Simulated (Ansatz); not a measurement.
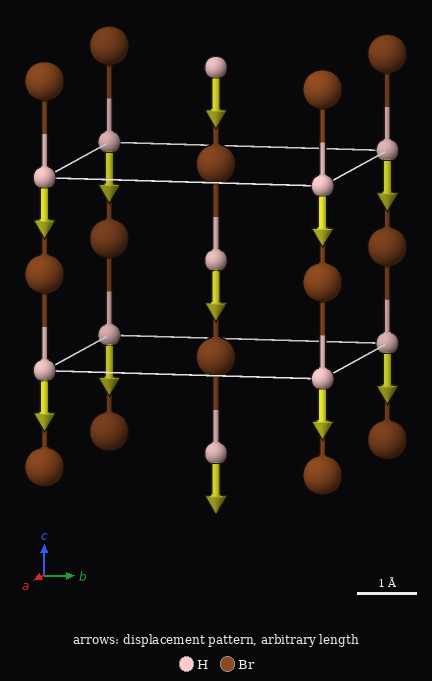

Normal modes of solid HBr, space group I4/mmm (No. 139), at the zone centre. The optical levels lie at 1970i, 960i (×2) cm⁻¹. One mode is drawn. Displacements are drawn as yellow arrows; their common scale and sign are arbitrary. Style: ball-and-stick. Shown: the conventional cell (2 times the calculation's cell), slightly off an axis. Lengths and directions refer to the drawn axes.

Method: Ansatz, DFT LDA, scalar-relativistic, plane waves, PAW. Set-up: plane-wave cutoff 420 eV; k-point mesh 10 × 10 × 10; occupations fixed; no spin polarisation.

Frequencies are those without the non-analytic (LO–TO) term.

Question: To which level does it belong?

Answer: The level at 1970i cm⁻¹. This is the A₂u mode, the lowest optical level, infrared-active by symmetry. The Br atoms hardly move; the H sublattice moves as a whole against them, along c; of the bonds it mainly stretches Br–H, some lengthening while others shorten; the kinetic energy is shared as H 99 %, Br 1 %. The frequency is imaginary, so the structure is unstable against this distortion. Freezing in the drawn pattern lowers the space group from I4/mmm to I4mm (No. 107). Its infrared intensity is 1700 (D/Å)²/amu.
